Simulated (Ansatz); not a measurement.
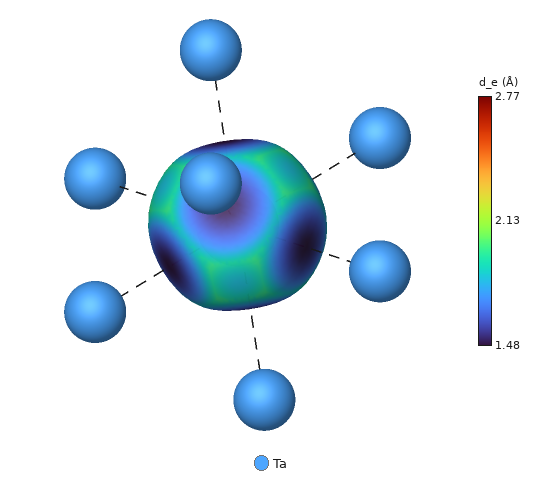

Hirshfeld surface computed for one Ta atom in Ta in space group Im-3m, coloured by d_e. Dashed lines lead to the closest neighbours outside.

The surface is where the fragment's share of the procrystal density (the sum of the densities of spherically averaged neutral Hartree-Fock atoms) equals one half. d_i and d_e are the distances from the surface to the nearest nucleus inside and outside. From Rb on the atoms have core potentials, so only their outer electrons count.

Origin of the cell: the geometry relaxed with Ansatz 0.2.0, DFT PBEsol, scalar-relativistic, plane waves, PAW; the starting structure was generated, so it need not be a known form of this composition.

```
Ta
1.0
     3.28043    0.00000    0.00000
     0.00000    3.28043    0.00000
     0.00000    0.00000    3.28043
Ta
2
Direct
  0.00000 0.00000 0.00000
  0.50000 0.50000 0.50000
```

### What is the shortest distance from the fragment to an atom outside it?

Ta–Ta, 2.84 Å.

### How is the surface shared among contacts (nearest atom inside ··· nearest atom outside)?

Ta···Ta 100 %. The surface faces 14 neighbours with more than 2 % of its area each: 14 Ta.

### Give the size and shape of the surface.

It encloses about 11.9 Å³, has an area of about 26 Å² and a globularity of 0.99 (1 for a sphere).
